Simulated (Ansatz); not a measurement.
**CHF3 (trifluoromethane) at 6 levels**

We compute a comparison of 6 runs (UPBE/STO-3G, revPBE/STO-3G, wB97X/STO-3G, CCSDT/STO-3G, CCSD/STO-3G, UCCSD(T)/STO-3G) of CHF3 (trifluoromethane). 

Program for the calculation: Ansatz 0.2.0.

40 further runs of the same task are left out: 6 that didn't finish, 34 set aside as unsound or not needed.

## 1. The structure to begin with

CHF3 has 5 atoms, charge 0, and is taken as a singlet. SMILES: `FC(F)F`. The C2–F1 distance was set to 1.664 Å, away from the relaxed value.

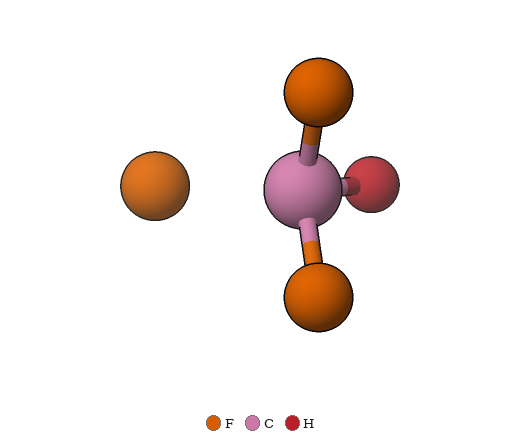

The structure, seen from a chosen angle (fluorine orange, carbon pink, hydrogen red).

## 2. The energy at UPBE/STO-3G (run 1)

The input, molecule.yaml:

```yaml
crystal:
  periodic: [false, false, false]
  atoms:
    - {symbol: F, position_ang: [-0.840675, -0.426208, 1.347263]}
    - {symbol: C, position_ang: [0.019500, 0.056360, 0.006820]}
    - {symbol: F, position_ang: [1.047350, -0.773770, -0.157470]}
    - {symbol: F, position_ang: [-0.772570, -0.035090, -1.059420]}
    - {symbol: H, position_ang: [0.374370, 1.082210, 0.130870]}
basis:
  gaussian:
    orbitals: STO-3G
magnetization:
  spin_polarized: true
hamiltonian:
  xc: {name: PBE}
accuracy: high
```

The run is started by

```
ansatz run molecule.yaml --threads 1 --pin off --max-ram 3480MiB --events-out events.jsonl --progress --plain --runs-dir runs
```

What it wrote:

```text
Warning: RAYON_NUM_THREADS=1 ignored (pool sized by the plan → 1); use --threads N
Functional definition: PBE
  name "PBE"
  parameter kappa = 0.804
  parameter beta = 0.06672455060314922
  exchange = pbe_x(kappa = kappa, mu = beta*pi^2/3)
  correlation = pbe_c(beta = beta)
394 factors; integrals over basis functions are off by at most 3.5e-8 eV
mean field evaluation 1: about -9060.4704 eV, gradient 1.6e1 eV
mean field evaluation 2: about -9051.1693 eV, gradient 4.3e1 eV
mean field evaluation 4: about -9062.2682 eV, gradient 2.9e0 eV
mean field evaluation 8: about -9062.2627 eV, gradient 5.8e-2 eV
mean field evaluation 16: about -9062.2627 eV, gradient 2.4e-6 eV
mean field -9062.26270117 eV, -333.0320116459 hartree, gradient 1.5e-8 eV, S^2 0.000000; 0 other end points of the search recorded, 0 dependent functions left out
reference -9062.26270224 eV, -333.0320116850 hartree; 17, 17 occupied and 4, 4 virtual orbitals, 394 factors
Total energy: -9062.26270224 eV, -333.0320116850 hartree
```

Run time: 1.6 s. Hardware: 1 thread of Arm Neoverse V2, shared host; peak memory 0.13 GiB.

## 3. The energy at revPBE/STO-3G (run 2)

The input, run.yaml:

```yaml
basis:
  gaussian:
    orbitals: STO-3G
crystal:
  periodic: [false, false, false]
  atoms:
    - symbol: F
      position_ang: [-0.840675, -0.426208, 1.347263]
    - symbol: C
      position_ang: [0.019500, 0.056360, 0.006820]
    - symbol: F
      position_ang: [1.047350, -0.773770, -0.157470]
    - symbol: F
      position_ang: [-0.772570, -0.035090, -1.059420]
    - symbol: H
      position_ang: [0.374370, 1.082210, 0.130870]
total_charge: 0
hamiltonian:
  xc: {name: revPBE}
accuracy: high
```

The run is started by

```
ansatz run run.yaml --threads 1 --pin off --max-ram 3480MiB --events-out events.jsonl --progress --plain --runs-dir runs
```

What it wrote:

```text
Warning: RAYON_NUM_THREADS=1 ignored (pool sized by the plan → 1); use --threads N
Functional definition: revPBE
  name "revPBE"
  parameter kappa = 1.245
[... 3 set-up lines as earlier in the session ...]
394 factors; integrals over basis functions are off by at most 3.5e-8 eV
mean field evaluation 1: about -9067.1908 eV, gradient 2.4e1 eV
mean field evaluation 2: about -9057.9488 eV, gradient 6.1e1 eV
mean field evaluation 4: about -9069.0349 eV, gradient 4.0e0 eV
mean field evaluation 8: about -9069.0282 eV, gradient 7.6e-2 eV
mean field evaluation 16: about -9069.0282 eV, gradient 3.5e-6 eV
mean field -9069.02817713 eV, -333.2806383016 hartree, gradient 2.5e-8 eV, S^2 0.000000; 0 other end points of the search recorded, 0 dependent functions left out
reference -9069.02817846 eV, -333.2806383502 hartree; 17, 17 occupied and 4, 4 virtual orbitals, 394 factors
Total energy: -9069.02817846 eV, -333.2806383502 hartree
```

It took 0.98 s on 1 thread of Arm Neoverse V2, shared host; peak memory 0.096 GiB.

Runs 3 to 5 aren't shown in full; the table further down has their settings and results.

## 4. The energy at UCCSD(T)/STO-3G (run 6)

The input, input.yaml:

```yaml
crystal:
  periodic: [false, false, false]
  atoms:
    - {symbol: F, position_ang: [-0.840675, -0.426208, 1.347263]}
    - {symbol: C, position_ang: [0.019500, 0.056360, 0.006820]}
    - {symbol: F, position_ang: [1.047350, -0.773770, -0.157470]}
    - {symbol: F, position_ang: [-0.772570, -0.035090, -1.059420]}
    - {symbol: H, position_ang: [0.374370, 1.082210, 0.130870]}
basis:
  gaussian:
    orbitals: STO-3G
total_charge: 0
magnetization:
  spin_polarized: true
  initial_magnetization: 0
correlation:
  method: ccsd_t
  frozen_orbitals: {C: 1, F: 1, H: 0}
accuracy: high
scf:
  omitted_lower_state_checks: [cluster_reference, increment]
```

The run is started by

```
ansatz run input.yaml --threads 1 --pin off --max-ram 3480MiB --events-out events.jsonl --progress --plain --runs-dir runs
```

What it wrote:

```text
Warning: RAYON_NUM_THREADS=1 ignored (pool sized by the plan → 1); use --threads N
[... 13 lines left out ...]
4 core orbitals not correlated: weight in the atoms' cores, before any rotation towards them, 1.000 or more for the frozen orbitals, at most 0.000 for the correlated occupied ones
[... 27 lines left out ...]
Total energy: -9039.46311875 eV, -332.1941424458 hartree
Checks for a lower state left out: cluster_reference, increment
```

Run time: 0.42 s. Hardware: 1 thread of Arm Neoverse V2, shared host.

## 5. Overview of the runs

| run | level | frozen core orbitals | energy (Eh) | wall time |
| --- | --- | --- | --- | --- |
| 1 | UPBE/STO-3G | – | -333.032012 | 1.6 s |
| 2 | revPBE/STO-3G | – | -333.280638 | 0.98 s |
| 3 | wB97X/STO-3G | – | -333.326797 | 4.5 s |
| 4 | CCSDT/STO-3G | 4 | -332.195393 | 0.46 s |
| 5 | CCSD/STO-3G | 4 | -332.189516 | 0.18 s |
| 6 | UCCSD(T)/STO-3G | 4 | -332.194142 | 0.42 s |

## 6. Outcome

| quantity | value |
| --- | --- |
| run 6: total energy | -332.19414 Eh |
| run 6: correlation energy (4 core orbitals frozen) | -152.9 mEh |
| run 6: (T) correction | -4.67 mEh |
| run 6: ⟨S²⟩ of the reference determinant | 0.064 |
| run 6: T1 diagnostic | 0.021 |

In words: Totals of different functionals can't be ranked against each other. In runs 4, 5 the log says that unrestricted orbitals would lower the reference, so the values rest on an unstable closed-shell determinant (other closed-shell runs at this shape may share the fault). In runs 1, 2, 3, 4, 5, 6 the basis is minimal, so the values are rough. All runs together took 8.2 s, the longest 4.5 s.
